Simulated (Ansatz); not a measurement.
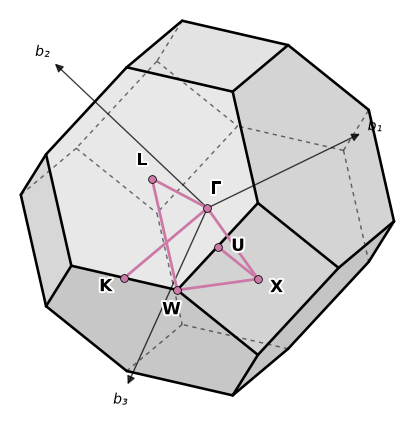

For C, the geometry relaxed with Ansatz 0.2.0, DFT, r2SCAN, plane waves (500 eV) with PAW, scalar-relativistic; the starting structure was generated, so it need not be a known form of this composition: the figure shows the first Brillouin zone with its special points and a band path. Geometry calculated from the standardised cell; symmetry tolerance 0.002 Å.

Labels and path follow the convention of Hinuma et al. (2017), as computed by seekpath; the arrows show the directions of the reciprocal primitive vectors b₁, b₂, b₃.

Question: Name the Bravais lattice of the crystal.

Answer: A face-centred cubic lattice (cF; extended symbol cF2). The zone is a truncated octahedron in its combinatorial type: 14 faces (6 with 4 edges, 8 with 6 edges), 36 edges, 24 vertices.

Question: Write the standard path through the labelled points.

Answer: Γ–X–U | K–Γ–L–W–X
